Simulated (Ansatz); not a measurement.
Nudged elastic band, with input and output: Ti₈Si₁₆H (part 3 of 3)

The same run, continued: Ti₈Si₁₆H (defect cell, 25 atoms in the cell); DFT PBE, scalar-relativistic, plane waves, PAW, no spin polarisation (Ansatz 0.2.0); cutoff 420 eV, 4×4×4 k-mesh, Gaussian smearing of 0.1 eV. The structure derives from a Materials Project entry. It belongs to a series of runs on one base structure; here: climbing-image band for the jump of H by 2.14 A.

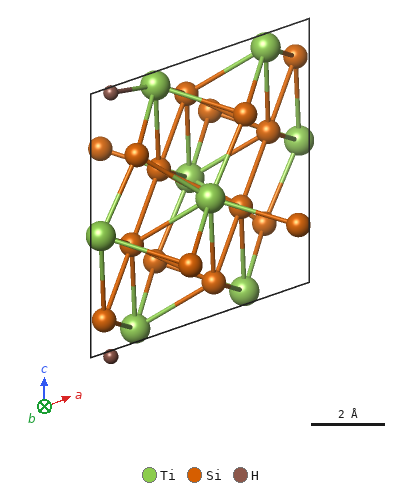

The input geometry (ball-and-stick view of the cell of the calculation, along the b axis). An atom can appear more than once, as a periodic image.

The last band as extended XYZ, continued
```
25
Lattice="0.0000 0.0000 -7.1584 -1.7738 -6.7803 -3.5792 -7.0952 0.0000 -3.5792" Properties=species:S:1:pos:R:3:forces:R:3 image=1 energy=-30198.38415
Ti   -1.7751   -5.3318   -4.4827    0.0028  -0.0238  -0.0352
Ti   -1.7747   -5.3799   -8.0460    0.0016   0.0205  -0.0169
Ti   -5.3115   -5.3817  -11.6362   -0.0120   0.0170  -0.0144
Ti   -5.3339   -5.3846   -8.0585    0.0058   0.0133  -0.0150
Ti   -3.5419   -1.4092   -2.6789   -0.0128   0.0129  -0.0286
Ti   -3.5553   -1.4060   -6.2631    0.0171   0.0042  -0.0290
Ti   -7.0920   -1.3982   -9.8456   -0.0020   0.0180  -0.0662
Ti   -7.0927   -1.4182   -6.2731   -0.0022   0.0659   0.0105
Si   -1.7749   -0.7980   -4.4731    0.0029   0.0136  -0.0200
Si   -1.8306   -0.8260   -8.0552   -0.0437   0.0047  -0.0300
Si   -5.2617   -0.8286   -4.4760    0.0417   0.0024  -0.0292
Si   -5.3188   -0.7992   -8.0520   -0.0012   0.0155  -0.0219
Si   -3.5447   -5.9779   -9.8446   -0.0076   0.0143  -0.0168
Si   -3.5659   -5.9565   -6.2773    0.0119   0.0218  -0.0199
Si   -7.0802   -5.9572   -9.8565   -0.0098   0.0213  -0.0192
Si   -7.0999   -5.9802   -6.2656    0.0052   0.0172  -0.0199
Si   -3.5504   -3.3965   -8.0466    0.0004   0.0088  -0.0205
Si   -3.5514   -3.3813   -4.4685   -0.0053   0.0019  -0.0178
Si   -7.0928   -3.3914   -8.0611    0.0070   0.0276  -0.0028
Si   -7.0932   -3.4020  -11.6224   -0.0015   0.0099  -0.0318
Si   -1.7765   -3.3796   -6.2654   -0.0008   0.0051  -0.0155
Si   -1.7731   -3.3930   -2.6693   -0.0012   0.0029  -0.0274
Si   -5.3216   -3.4041   -6.2642   -0.0007   0.0225  -0.0210
Si   -5.3181   -3.3961   -9.8393    0.0024   0.0117  -0.0167
H    -7.0950   -0.3824   -4.7619    0.0022  -0.3292   0.5253
25
Lattice="0.0000 0.0000 -7.1584 -1.7738 -6.7803 -3.5792 -7.0952 0.0000 -3.5792" Properties=species:S:1:pos:R:3:forces:R:3 image=2 energy=-30198.18270
Ti   -1.7754   -5.3167   -4.4784    0.0021  -0.0119  -0.0446
Ti   -1.7750   -5.3780   -8.0463    0.0052   0.0214   0.0053
Ti   -5.3069   -5.3828  -11.6375   -0.0115   0.0049  -0.0084
Ti   -5.3367   -5.3854   -8.0622    0.0011  -0.0035  -0.0137
Ti   -3.5343   -1.4029   -2.6748   -0.0025   0.0163  -0.0160
Ti   -3.5630   -1.3990   -6.2602    0.0087   0.0093  -0.0193
Ti   -7.0920   -1.4046   -9.8286   -0.0027  -0.0071  -0.0223
Ti   -7.0933   -1.4410   -6.2838   -0.0034   0.0509  -0.0142
Si   -1.7769   -0.7953   -4.4709   -0.0075   0.0170  -0.0072
Si   -1.8054   -0.8333   -8.0469   -0.0107  -0.0170  -0.0122
Si   -5.2865   -0.8348   -4.4684    0.0077  -0.0193  -0.0131
Si   -5.3170   -0.7968   -8.0493    0.0098   0.0185  -0.0099
Si   -3.5422   -5.9840   -9.8490    0.0031  -0.0037  -0.0214
Si   -3.5701   -5.9496   -6.2792    0.0061   0.0347  -0.0241
Si   -7.0766   -5.9489   -9.8592   -0.0041   0.0369  -0.0241
Si   -7.1016   -5.9866   -6.2692   -0.0059  -0.0032  -0.0259
Si   -3.5499   -3.3923   -8.0467    0.0013   0.0070  -0.0121
Si   -3.5523   -3.3748   -4.4688   -0.0129   0.0053  -0.0122
Si   -7.0931   -3.3965   -8.0723    0.0142   0.0173  -0.0102
Si   -7.0920   -3.4012  -11.6209    0.0016   0.0152  -0.0252
Si   -1.7782   -3.3731   -6.2681   -0.0078   0.0158  -0.0038
Si   -1.7727   -3.3897   -2.6631   -0.0018  -0.0052  -0.0079
Si   -5.3212   -3.4079   -6.2671    0.0001   0.0157  -0.0168
Si   -5.3172   -3.3951   -9.8422    0.0063   0.0072  -0.0086
H    -7.0950   -0.1918   -5.0643    0.0034  -0.2224   0.3678
25
Lattice="0.0000 0.0000 -7.1584 -1.7738 -6.7803 -3.5792 -7.0952 0.0000 -3.5792" Properties=species:S:1:pos:R:3:forces:R:3 image=3 energy=-30198.09931
Ti   -1.7751   -5.3172   -4.4626    0.0024  -0.0215  -0.0128
Ti   -1.7763   -5.3769   -8.0567    0.0053   0.0202   0.0084
Ti   -5.3038   -5.3837  -11.6369   -0.0093  -0.0103   0.0048
Ti   -5.3373   -5.3828   -8.0641   -0.0009  -0.0175  -0.0004
Ti   -3.5317   -1.3975   -2.6736    0.0009   0.0175   0.0004
Ti   -3.5652   -1.3967   -6.2592    0.0093   0.0103  -0.0048
Ti   -7.0927   -1.4035   -9.8394   -0.0053  -0.0202  -0.0084
Ti   -7.0939   -1.4631   -6.2750   -0.0024   0.0215   0.0128
Si   -1.7724   -0.7930   -4.4688    0.0010   0.0133   0.0105
Si   -1.7939   -0.8352   -8.0398    0.0021  -0.0322   0.0087
Si   -5.2975   -0.8352   -4.4618   -0.0048  -0.0322   0.0078
Si   -5.3222   -0.7952   -8.0471    0.0008   0.0142   0.0059
Si   -3.5468   -5.9852   -9.8490   -0.0008  -0.0142  -0.0059
Si   -3.5716   -5.9452   -6.2759    0.0048   0.0322  -0.0078
Si   -7.0752   -5.9451   -9.8563   -0.0021   0.0322  -0.0087
Si   -7.0966   -5.9874   -6.2689   -0.0010  -0.0133  -0.0105
Si   -3.5508   -3.3882   -8.0493   -0.0036  -0.0017  -0.0008
Si   -3.5501   -3.3711   -4.4695   -0.0092  -0.0024   0.0017
Si   -7.0948   -3.3952   -8.0781    0.0130   0.0146  -0.0093
Si   -7.0910   -3.4075  -11.6239    0.0070  -0.0028  -0.0118
Si   -1.7780   -3.3728   -6.2722   -0.0070   0.0028   0.0118
Si   -1.7742   -3.3851   -2.6596   -0.0130  -0.0146   0.0093
Si   -5.3189   -3.4093   -6.2681    0.0092   0.0024  -0.0017
Si   -5.3183   -3.3922   -9.8468    0.0036   0.0017   0.0008
H    -7.0952    0.0000   -5.3688    0.0000   0.0000   0.0000
25
Lattice="0.0000 0.0000 -7.1584 -1.7738 -6.7803 -3.5792 -7.0952 0.0000 -3.5792" Properties=species:S:1:pos:R:3:forces:R:3 image=4 energy=-30198.18270
Ti   -1.7757   -5.3394   -4.4539    0.0034  -0.0509   0.0142
Ti   -1.7770   -5.3758   -8.0675    0.0027   0.0071   0.0223
Ti   -5.3060   -5.3813  -11.6359   -0.0087  -0.0093   0.0193
Ti   -5.3348   -5.3775   -8.0628    0.0025  -0.0163   0.0160
Ti   -3.5323   -1.3950   -2.6755   -0.0011   0.0035   0.0137
Ti   -3.5621   -1.3976   -6.2586    0.0115  -0.0049   0.0084
Ti   -7.0940   -1.4023   -9.8498   -0.0052  -0.0214  -0.0053
Ti   -7.0936   -1.4636   -6.2593   -0.0021   0.0119   0.0446
Si   -1.7674   -0.7937   -4.4684    0.0059   0.0032   0.0259
Si   -1.7924   -0.8315   -8.0369    0.0041  -0.0369   0.0241
Si   -5.2989   -0.8308   -4.4585   -0.0061  -0.0347   0.0241
Si   -5.3268   -0.7964   -8.0471   -0.0031   0.0037   0.0214
Si   -3.5520   -5.9835   -9.8469   -0.0098  -0.0185   0.0099
Si   -3.5826   -5.9456   -6.2693   -0.0077   0.0193   0.0131
Si   -7.0636   -5.9471   -9.8492    0.0107   0.0170   0.0122
Si   -7.0921   -5.9851   -6.2668    0.0075  -0.0170   0.0072
Si   -3.5518   -3.3852   -8.0539   -0.0063  -0.0072   0.0086
Si   -3.5478   -3.3725   -4.4706   -0.0001  -0.0157   0.0168
Si   -7.0964   -3.3906   -8.0746    0.0018   0.0052   0.0079
Si   -7.0908   -3.4073  -11.6280    0.0078  -0.0158   0.0038
Si   -1.7770   -3.3791   -6.2752   -0.0016  -0.0152   0.0252
Si   -1.7759   -3.3838   -2.6654   -0.0142  -0.0173   0.0102
Si   -5.3167   -3.4055   -6.2689    0.0129  -0.0053   0.0122
Si   -5.3192   -3.3880   -9.8494   -0.0013  -0.0070   0.0121
H    -7.0954    0.1918   -5.6734   -0.0034   0.2224  -0.3678
25
Lattice="0.0000 0.0000 -7.1584 -1.7738 -6.7803 -3.5792 -7.0952 0.0000 -3.5792" Properties=species:S:1:pos:R:3:forces:R:3 image=5 energy=-30198.38415
Ti   -1.7763   -5.3621   -4.4646    0.0022  -0.0659  -0.0105
Ti   -1.7771   -5.3822   -8.0505    0.0020  -0.0180   0.0662
Ti   -5.3137   -5.3743  -11.6330   -0.0171  -0.0042   0.0290
Ti   -5.3272   -5.3711   -8.0588    0.0128  -0.0129   0.0286
Ti   -3.5351   -1.3958   -2.6791   -0.0058  -0.0133   0.0150
Ti   -3.5576   -1.3986   -6.2599    0.0120  -0.0170   0.0144
Ti   -7.0944   -1.4005   -9.8501   -0.0016  -0.0205   0.0169
Ti   -7.0939   -1.4486   -6.2550   -0.0028   0.0238   0.0352
Si   -1.7692   -0.8001   -4.4721   -0.0052  -0.0172   0.0199
Si   -1.7888   -0.8231   -8.0396    0.0098  -0.0213   0.0192
Si   -5.3032   -0.8238   -4.4604   -0.0119  -0.0218   0.0199
Si   -5.3243   -0.8024   -8.0515    0.0076  -0.0143   0.0168
Si   -3.5502   -5.9812   -9.8441    0.0012  -0.0155   0.0219
Si   -3.6073   -5.9518   -6.2616   -0.0417  -0.0024   0.0292
Si   -7.0384   -5.9544   -9.8409    0.0437  -0.0047   0.0300
Si   -7.0941   -5.9824   -6.2645   -0.0029  -0.0136   0.0200
Si   -3.5509   -3.3842   -8.0569   -0.0024  -0.0117   0.0167
Si   -3.5474   -3.3763   -4.4735    0.0007  -0.0225   0.0210
Si   -7.0960   -3.3874   -8.0684    0.0012  -0.0029   0.0274
Si   -7.0925   -3.4007  -11.6307    0.0008  -0.0051   0.0155
Si   -1.7758   -3.3783   -6.2738    0.0015  -0.0099   0.0318
Si   -1.7762   -3.3890   -2.6766   -0.0070  -0.0276   0.0028
Si   -5.3176   -3.3990   -6.2692    0.0053  -0.0019   0.0178
Si   -5.3186   -3.3838   -9.8495   -0.0004  -0.0088   0.0205
H    -7.0954    0.3824   -5.9757   -0.0022   0.3292  -0.5253
25
Lattice="0.0000 0.0000 -7.1584 -1.7738 -6.7803 -3.5792 -7.0952 0.0000 -3.5792" Properties=species:S:1:pos:R:3:forces:R:3 image=6 energy=-30198.53937
Ti   -1.7756   -5.3783   -4.4891   -0.0020   0.0004   0.0000
Ti   -1.7757   -5.3791   -8.0371   -0.0008   0.0078  -0.0021
Ti   -5.3213   -5.3688  -11.6307    0.0010  -0.0044  -0.0003
Ti   -5.3217   -5.3686   -8.0540    0.0052  -0.0053  -0.0010
Ti   -3.5391   -1.4001   -2.6839   -0.0027  -0.0089  -0.0001
Ti   -3.5536   -1.3989   -6.2630    0.0066  -0.0063  -0.0020
Ti   -7.0932   -1.3995   -9.8426   -0.0016   0.0059   0.0003
Ti   -7.0949   -1.4247   -6.2629   -0.0037   0.0084  -0.0010
Si   -1.7767   -0.8137   -4.4787   -0.0063   0.0011   0.0008
Si   -1.7771   -0.8135   -8.0476   -0.0030   0.0011  -0.0005
Si   -5.3155   -0.8158   -4.4675    0.0018  -0.0005  -0.0029
Si   -5.3158   -0.8160   -8.0588    0.0041   0.0006   0.0031
Si   -3.5446   -5.9822   -9.8424    0.0011  -0.0020   0.0007
Si   -3.6305   -5.9649   -6.2632    0.0033  -0.0004   0.0001
Si   -7.0156   -5.9681   -9.8424    0.0012   0.0008  -0.0005
Si   -7.0993   -5.9842   -6.2632   -0.0005   0.0003   0.0016
Si   -3.5487   -3.3852   -8.0531   -0.0021   0.0003   0.0024
Si   -3.5482   -3.3851   -4.4734   -0.0035   0.0001  -0.0012
Si   -7.0951   -3.3888   -8.0573    0.0034  -0.0022   0.0023
Si   -7.0947   -3.3897  -11.6276    0.0018   0.0020  -0.0012
Si   -1.7742   -3.3649   -6.2637    0.0034   0.0015   0.0038
Si   -1.7746   -3.3961   -2.6834    0.0025   0.0042  -0.0036
Si   -5.3214   -3.3918   -6.2632   -0.0046  -0.0012   0.0001
Si   -5.3176   -3.3832   -9.8425   -0.0025  -0.0048   0.0002
H    -7.0953    0.5905   -6.2631   -0.0019   0.0016   0.0009
```

Results in brief

```csv
quantity,value
outcome,converged
"barrier, forward",0.440 eV
"barrier, backward",0.440 eV
electrons treated,161
wall time,17 min (CPU time 46 min)
peak memory,5.1 GiB
```

Remarks

The order of the saddle point was not checked.
